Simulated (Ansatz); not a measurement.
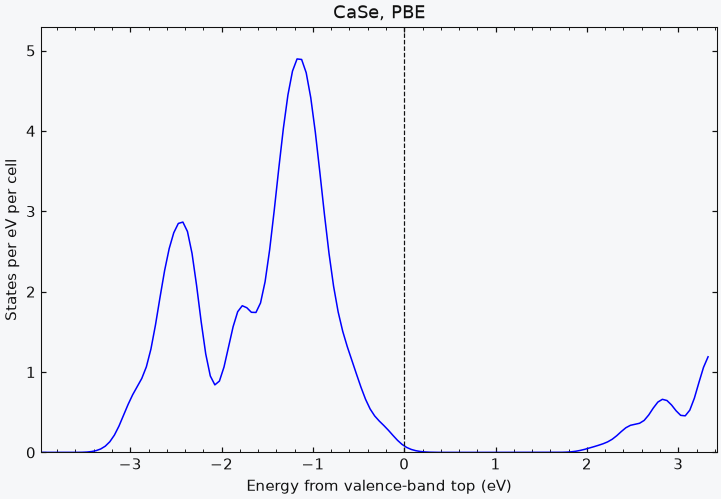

Density of states. Energies are counted from the top of the valence band. The curve is built from the levels of the k mesh with Gaussians 0.3 eV wide, which also blur the band edges.

Structure: CaSe, space group R-3m, 2 atoms in the cell, rocksalt type, shear (111) strain +3.2%.

Method: DFT, PBE, plane waves, PAW, no spin polarisation, 8×8×8 k mesh (Ansatz).

Q: Is there a gap at the Fermi level, and how wide?

A: There is a gap; over the k points computed it is 2.06 eV (indirect; the smallest direct gap is 2.93 eV).

Q: Where is the tallest peak of the filled states in the window?

A: Within the window shown, the tallest peak of the filled states lies 1.2 eV under the valence-band top, at about 4.9 states per eV and cell.

Q: How wide is the upper valence band?

A: The upper group of valence states starts about 3.2 eV under the valence-band top, with a gap beneath it; it holds about 6 electrons a cell.
